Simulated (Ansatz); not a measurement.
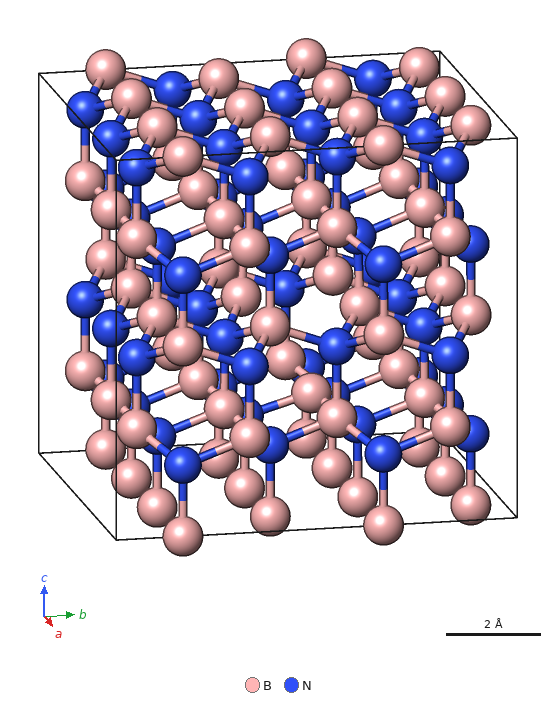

**Figure 1.** The structure as given in the input (ball-and-stick view of the cell of the calculation, seen slightly off an axis).

## B₄₈N₄₇ (charge +1): single-point calculation (part 1 of 2)

B₄₈N₄₇ (defect cell, 95 atoms in the cell, total charge +1), computed with DFT, HSE06, PAW, plane waves (Ansatz 0.2.0).

### What the program printed
```
Pseudopotentials: kind: paw
Functional definition: HSE06
  parameter a = 0.25
  parameter omega = 0.11/bohr
  exchange = pbe_x - a*pbe_x_sr(omega) + a*exact_x_sr(omega)
  correlation = pbe_c
Crystal: 95 atoms, lattice volume = 564.078 Å³
Basis set: ecut = 420 eV, 11009 PW (Γ), exchange–correlation on 108×120×120 points (8 copies of the dense FFT grid, shifted against one another)
Bands: 284, of which v1, the nominal top of the filled ones, is band 189 counted from 1 (188 counted from 0)
Symmetry: 1 space group operations
k-points: 1
Non-local potential: B, projectors of the file, l = 0: 2, l = 1: 2, l = 2: 1
Non-local potential: N, projectors of the file, l = 0: 2, l = 1: 2, l = 2: 1
PAW form: soft (Blöchl's): semilocal exchange-correlation on the pseudo side does not see the compensation charge
PAW frozen core: B, regenerated for the run's functional, and the local potential with it (the file was generated under x = pbe(κ = 0.804, μ = 0.2195149727645171), c = pbe(β = 0.06672455060314922))
PAW frozen core: N, regenerated for the run's functional, and the local potential with it (the file was generated under x = pbe(κ = 0.804, μ = 0.2195149727645171), c = pbe(β = 0.06672455060314922))
PAW one-centre angular grid: B, 110 points (default); XC on 64 Gauss nodes
PAW one-centre angular grid: N, 110 points (default); XC on 64 Gauss nodes
Initial density: superposition of atomic densities (neutral atoms scaled as one to the charged cell's electrons: chi_scale 0, normalization atom), corrected by the library's trained network
Initial wavefunctions: pseudopotential atomic-orbital guess
Functional: x = pbe(κ = 0.804, μ = 0.2195149727645171), c = pbe(β = 0.06672455060314922), warm-up for x = pbe(κ = 0.804, μ = 0.2195149727645171) + 0.25 (exact − pbe) at short range (hse, ω = 0.20786987370883472 Å⁻¹), c = pbe(β = 0.06672455060314922); HSE06 as pw.x's `hse` composes it (authors' and Libxc's form: `xc: wpbeh`)
SCF iter   1: F=—  HF=-25650.821963 eV  |F-HF|=—  |Δ(HF+E_count)|=         —  Δρ=3.59e-3  dr2=5.76e-2  ethr=1.77e-3  ⟨swp⟩=17.0  Hψ=1547  notcnv=0
preconditioner: auto → none  [insulator: Δε(μ)=4.152 eV  Ē_g=17.470 eV  σ=0.010 eV  W_gap=1.00  n_scr=154 (ndim 8)  ℏωp=30.4 eV  f_vac=0.000  D(μ)=0.00/eV (n_scr^D=0)]
SCF iter   2: F=—  HF=-25650.827039 eV  |F-HF|=—  |Δ(HF+E_count)|=   5.08e-3  Δρ=1.60e-3  dr2=8.37e-3  ethr=1.52e-5  ⟨swp⟩=11.0  Hψ=905  notcnv=0  defer=5
iter 3 solved again at ethr=8.25e-8 eV; its pass at ethr=2.21e-6 eV (dr2=3.12e-4 eV) is discarded
SCF iter   3: F=-25650.832251 eV  HF=-25650.832119 eV  |F-HF|=1.32e-4  |Δ(HF+E_count)|=   5.08e-3  Δρ=3.01e-4  dr2=3.10e-4  ethr=8.25e-8  ⟨swp⟩=4.0  Hψ=1274  notcnv=0  defer=4
SCF 1 stopped early in 3 iterations: F = -25650.832251 eV  dr2 = 3.10e-4
  greatest PAW one-centre occupation: 0.789 electrons in one spin orbital (limit 2), on the N atom at site 58 (counted from 0), in its partial waves of l = 0
Initial density: handed on by an earlier stage of this run
Initial wavefunctions: those handed on with the density
Functional: x = pbe(κ = 0.804, μ = 0.2195149727645171) + 0.25 (exact − pbe) at short range (hse, ω = 0.20786987370883472 Å⁻¹), c = pbe(β = 0.06672455060314922); HSE06 as pw.x's `hse` composes it (authors' and Libxc's form: `xc: wpbeh`)
Exchange kernel: α = 0.2500, screened, ω = 0.2079 Å⁻¹, Wigner–Seitz truncation, v(0) = 796.5775 eV·Å³, q-mesh 1×1×1, nearest image of the exchange supercell L = 7.62 Å, pair-density grid 36×45×45, without the augmentation charges, whose exchange is taken in its separable form (sized by the pseudopotential files, 50×60×60 at the most), smooth part of the exchange summed in real space on grids 50×60
Frozen-core exchange: fock
SCF iter   1: F=—  HF=-25659.127472 eV  |F-HF|=—  |Δ(HF+E_count)|=         —  Δρ=9.00e-3  dr2=2.28e-1  ethr=8.21e-7  ⟨swp⟩=11.0  Hψ=1631  notcnv=0
preconditioner: auto → none  [insulator: Δε(μ)=5.224 eV  Ē_g=19.881 eV  σ=0.010 eV  W_gap=1.00  n_scr=154 (ndim 8)  ℏωp=30.4 eV  f_vac=0.000  D(μ)=0.00/eV (n_scr^D=0)]
SCF iter   2: F=—  HF=-25659.035968 eV  |F-HF|=—  |Δ(HF+E_count)|=   9.15e-2  Δρ=4.11e-3  dr2=4.12e-2  ethr=8.21e-7  ⟨swp⟩=4.0  Hψ=1057  notcnv=0
SCF iter   3: F=—  HF=-25659.133701 eV  |F-HF|=—  |Δ(HF+E_count)|=   9.77e-2  Δρ=1.55e-3  dr2=1.83e-2  ethr=8.21e-7  ⟨swp⟩=5.0  Hψ=1037  notcnv=0
SCF iter   4: F=—  HF=-25659.129503 eV  |F-HF|=—  |Δ(HF+E_count)|=   4.20e-3  Δρ=5.54e-4  dr2=6.05e-3  ethr=8.21e-7  ⟨swp⟩=4.0  Hψ=912  notcnv=0
SCF iter   5: F=—  HF=-25659.127819 eV  |F-HF|=—  |Δ(HF+E_count)|=   1.68e-3  Δρ=1.67e-4  dr2=2.20e-4  ethr=8.21e-7  ⟨swp⟩=4.0  Hψ=742  notcnv=0
SCF iter   6: F=—  HF=-25659.128657 eV  |F-HF|=—  |Δ(HF+E_count)|=   8.38e-4  Δρ=1.30e-4  dr2=7.88e-5  ethr=3.58e-8  ⟨swp⟩=5.0  Hψ=740  notcnv=0
SCF iter   7: F=-25659.128633 eV  HF=-25659.128635 eV  |F-HF|=2.09e-6  |Δ(HF+E_count)|=   2.20e-5  Δρ=3.64e-5  dr2=8.77e-6  ethr=2.00e-8  ⟨swp⟩=2.0  Hψ=474  notcnv=0
SCF 2 stopped early in 7 iterations: F = -25659.128633 eV  dr2 = 8.77e-6
  Residual-converged pass: ⟨swp⟩=4.0  Hψ=673  notcnv=0  max |occ|·‖R‖ = 6.5e-6 eV (tolerance 6.7e-6 eV)  dr2=8.27e-6  dr2_onsite=1.44e-7  max |Δocc| = 0.0e0
  greatest PAW one-centre occupation: 0.792 electrons in one spin orbital (limit 2), on the N atom at site 58 (counted from 0), in its partial waves of l = 0
hybrid outer 1: dexx = +1.094e-1 eV, tail = 7.80e-5 eV
SCF iter   1: F=—  HF=-25659.127177 eV  |F-HF|=—  |Δ(HF+E_count)|=         —  Δρ=4.45e-5  dr2=7.86e-6  ethr=1.03e-7  ⟨swp⟩=9.0  Hψ=817  notcnv=0
preconditioner: auto → none  [insulator: Δε(μ)=5.235 eV  Ē_g=19.881 eV  σ=0.010 eV  W_gap=1.00  n_scr=154 (ndim 8)  ℏωp=30.4 eV  f_vac=0.000  D(μ)=0.00/eV (n_scr^D=0)]
SCF iter   2: F=—  HF=-25659.127174 eV  |F-HF|=—  |Δ(HF+E_count)|=   2.26e-6  Δρ=1.16e-5  dr2=3.90e-7  ethr=1.85e-9  ⟨swp⟩=3.0  Hψ=590  notcnv=0
SCF iter   3: F=—  HF=-25659.127175 eV  |F-HF|=—  |Δ(HF+E_count)|=   6.76e-7  Δρ=5.67e-6  dr2=1.07e-7  ethr=7.84e-11  ⟨swp⟩=9.0  Hψ=841  notcnv=0
SCF iter   4: F=-25659.127175 eV  HF=-25659.127175 eV  |F-HF|=1.34e-8  |Δ(HF+E_count)|=   8.60e-9  Δρ=1.64e-6  dr2=1.80e-8  ethr=2.60e-11  ⟨swp⟩=3.0  Hψ=581  notcnv=0
SCF 3 converged in 4 iterations: F = -25659.127175 eV  dr2 = 1.80e-8
  Residual-converged pass: ⟨swp⟩=3.0  Hψ=475  notcnv=0  max |occ|·‖R‖ = 3.0e-6 eV (tolerance 3.1e-6 eV)  dr2=1.85e-8  dr2_onsite=4.65e-10  max |Δocc| = 0.0e0
```

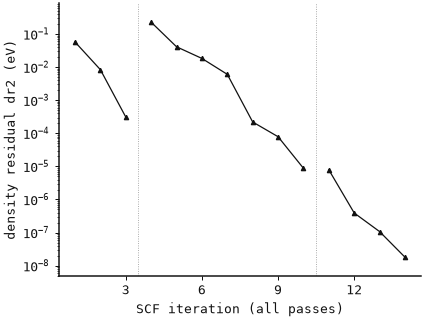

**Figure 2.** Convergence of the self-consistent field: density residual dr2 against the SCF iteration. The run starts with a semilocal functional; after that each stretch between dotted lines is one SCF of the hybrid functional between two exact rebuilds of the exchange operator by the outer loop. Early passes are stopped at a loose threshold. The passes take 3, 7 and 4 iterations.

```
hybrid outer 2: dexx = +7.727e-7 eV, tail = 4.28e-8 eV, Δε = 9.63e-4 eV (about 2.59e-5 eV left of the loop's levels), ΔF = 4.27e-3 eV/Å (tail 5.46e-4)
NSCF: frozen V_eff on 1 k-points
hybrid SCF converged: 2 outer / 11 inner (+3 warm-up), last move |dexx| = 7.73e-7 eV, tail = 4.28e-8 eV
Stability not checked: this state was not tested for a lower state beside it, because the functional holds exact exchange (a hybrid, or Hartree-Fock), whose exchange loop this test does not read (fock_operator; see scf.lower_state_search)
Free energy (F): -25659.127175 eV
Harris-Foulkes:  -25659.127175 eV  (|F-HF|=1.34e-8)
Internal energy: -25659.127175 eV  (E = F + TS)
E sigma→0 (E₀):  -25659.127175 eV
Fermi energy:    13.093144 eV
--- Per-component energies (eV) ---
  E_band       = 616.827976
  E_kinetic    = 8754.182156
  E_local      = -8553.214511  (includes V_loc(G=0)·N_el)
  E_nonlocal   = 2620.797752
  E_hartree    = 2466.247826
  E_xc         = -3574.174679
  E_vxc        = -4399.354124  (∫ρ·V_xc dr)
  E_exx        = -922.104952  (= α·E_x^exact, valence–valence)
  E_paw        = -9702.993545  (= ΣΔE_a)
  E_vpaw       = -893.876929  (= ΣTr[D̂ρ^β])
  E_aug_tail   = 0.004772  (compensation charges beyond the density's cutoff)
  E_ewald      = -16746.228374
  E_core_change = -1.643606  (= ΣΔE_core)
  E_smearing   = -0.000000  (= −TS)
  E_closure    = -0.000014  (closes the sum)
  E_deformation_potential = 20.691767  (in the stress; not in F)
  Σ components = -25659.127175   (vs F -25659.127175, Δ=-3.64e-12)
--- Forces (eV/Å), atoms counted from 1 ---
  atom   1  B     -0.00146481     0.00197208    -0.02170605
  atom   2  B     -0.00066258     0.00055557    -0.02529085
  atom   3  B     -0.00075455     0.00215369    -0.02298138
  atom   4  B     -0.00410743    -0.00647439    -0.02349418
  atom   5  B     -0.00106752     0.00016609    -0.02204372
  atom   6  B      0.01296823     0.00964562    -0.02397360
  atom   7  B     -0.00178348     0.00099562    -0.02520466
  atom   8  B      0.00647983     0.00769388    -0.02271608
  atom   9  B     -0.00170513     0.00188492    -0.02278931
  atom  10  B      0.00781691    -0.00761718    -0.02563338
  atom  11  B     -0.00061752    -0.00495327    -0.03273057
  atom  12  B      0.00086828    -0.09884446     0.02921614
  atom  13  B     -0.00401176     0.00505889    -0.03166198
  atom  14  B     -0.08836428     0.04761507     0.02912766
  atom  15  B     -0.00094993     0.00104898    -0.02311989
  atom  16  B     -0.00175315     0.01204763    -0.02292308
  atom  17  B     -0.00039392     0.00010511    -0.02149854
  atom  18  B     -0.01555330     0.00922739    -0.01926862
  atom  19  B      0.00454594     0.00500916    -0.03223160
  atom  20  B      0.08890611     0.04896282     0.02520836
  atom  21  B     -0.00064100     0.00206967    -0.02100729
  atom  22  B      0.00109624    -0.01637491    -0.02102606
  atom  23  B     -0.00187662     0.00116480    -0.02286001
  atom  24  B      0.00566012     0.00701125    -0.02829016
  atom  25  B     -0.00110442     0.00084011    -0.01541701
  atom  26  B     -0.00146023    -0.00089956    -0.02281573
  atom  27  B      0.00111774    -0.00324927    -0.02168918
  atom  28  B      0.00029994    -0.00199022    -0.01984705
  atom  29  B      0.00046612     0.00176318    -0.02011338
  atom  30  B      0.00039530    -0.00154156    -0.02040189
  atom  31  B     -0.00601926     0.00891952    -0.01617593
  atom  32  B     -0.00213714    -0.01111877    -0.02025073
  atom  33  B      0.00511497    -0.01514632    -0.01473447
  atom  34  B     -0.00789672     0.00077929    -0.02065751
  atom  35  B      0.00128657     0.00084550    -0.01742191
  atom  36  B      0.00034773     0.00102704    -0.02011885
  atom  37  B      0.00327109     0.00046486    -0.01482832
  atom  38  B      0.00258423    -0.00205837    -0.02301144
  atom  39  B      0.00947281     0.00714766    -0.01585501
  atom  40  B      0.00356851    -0.01030586    -0.02076019
  atom  41  B      0.00489615    -0.00256835    -0.17360560
  atom  42  B      0.00217143    -0.00109392    -0.06362622
  atom  43  B      0.01324169     0.00217724    -0.01661887
  atom  44  B     -0.00681450     0.00721617    -0.01987258
  atom  45  B     -0.00535152    -0.01330979    -0.01630889
  atom  46  B      0.00779471     0.00250066    -0.02096434
  atom  47  B     -0.01069564     0.00241094    -0.01447814
  atom  48  B      0.00859151     0.00591466    -0.01959320
  atom  49  N     -0.00070025     0.00404426     0.01931810
  atom  50  N      0.00003802     0.00353802     0.02214461
  atom  51  N      0.00211438     0.00287144     0.02269031
  atom  52  N     -0.00046525     0.00381589     0.02294870
  atom  53  N      0.00524015     0.00554034     0.01800187
  atom  54  N      0.00286599     0.00446025     0.01491878
  atom  55  N     -0.00305987     0.00009262     0.02460655
  atom  56  N     -0.00250033    -0.00254971     0.02115481
  atom  57  N     -0.00475330     0.00409149     0.02262742
  atom  58  N     -0.00248787     0.00507876     0.02178859
  atom  59  N     -0.00244704     0.02635493     0.01931641
  atom  60  N     -0.00176674     0.00775152     0.02385068
  atom  61  N      0.02245275    -0.01087312     0.01882207
  atom  62  N      0.00683651    -0.00344671     0.02598085
  atom  63  N      0.00075975    -0.00325290     0.02271364
  atom  64  N      0.00211837    -0.00107939     0.02264240
  atom  65  N     -0.00573024     0.00618244     0.01849063
  atom  66  N     -0.00301820     0.00227232     0.01361520
  atom  67  N     -0.02226006    -0.01350404     0.01997411
  atom  68  N     -0.00697255    -0.00240026     0.02758412
  atom  69  N     -0.00078054    -0.00680255     0.01837425
  atom  70  N     -0.00082434    -0.00469017     0.01476663
  atom  71  N     -0.00220931    -0.00346863     0.02182089
  atom  72  N     -0.00346540     0.00169483     0.02194236
  atom  73  N     -0.00207313    -0.00169947     0.02767400
  atom  74  N      0.00203292    -0.00267277     0.02106325
  atom  75  N     -0.00101069     0.00864131     0.02350192
  atom  76  N      0.00170458     0.00039429     0.02098445
  atom  77  N     -0.00086973    -0.00786675     0.02419882
  atom  78  N      0.00152713    -0.00292323     0.02109146
  atom  79  N      0.01427570    -0.01137827     0.03475343
  atom  80  N      0.00705265     0.00050209     0.01569205
  atom  81  N     -0.00609430     0.00822749     0.03480655
  atom  82  N      0.00385256     0.00374245     0.01540412
  atom  83  N     -0.00359987    -0.00533546     0.02867763
  atom  84  N      0.00157478    -0.00316458     0.02104334
  atom  85  N     -0.00084395    -0.01097176     0.02956993
  atom  86  N      0.00045077    -0.00224002     0.02146005
  atom  87  N     -0.01048409    -0.01427748     0.03680230
  atom  88  N     -0.00474037     0.00048155     0.01541514
  atom  89  N     -0.00007002    -0.00141211     0.03115907
  atom  90  N     -0.01714087    -0.00558496     0.03430202
  atom  91  N     -0.00078291    -0.00796749     0.01496145
  atom  92  N     -0.00657417     0.02903808     0.03795901
  atom  93  N     -0.00313146     0.00283124     0.01567810
  atom  94  N      0.01698588    -0.00427042     0.03645762
  atom  95  N      0.00314999    -0.00662002     0.01542474
  max |Σ_I F_I| component: 1.09e-4 eV/Å
--- Charged-cell corrections in eV (Makov–Payne, q = +1.000 e, ε = 7.000) ---
  F (periodic)     = -25659.127175  (uncorrected; the corrections below are reported, never added to it)
  E_corr1          = +0.351259  (monopole, q²α_M/2εL)
  F Makov-Payne    = -25658.775916  (F + E_corr1; no measured alignment; for a localised charge, not one spread in a band: unchecked)
--- Band table (eV) ---
```
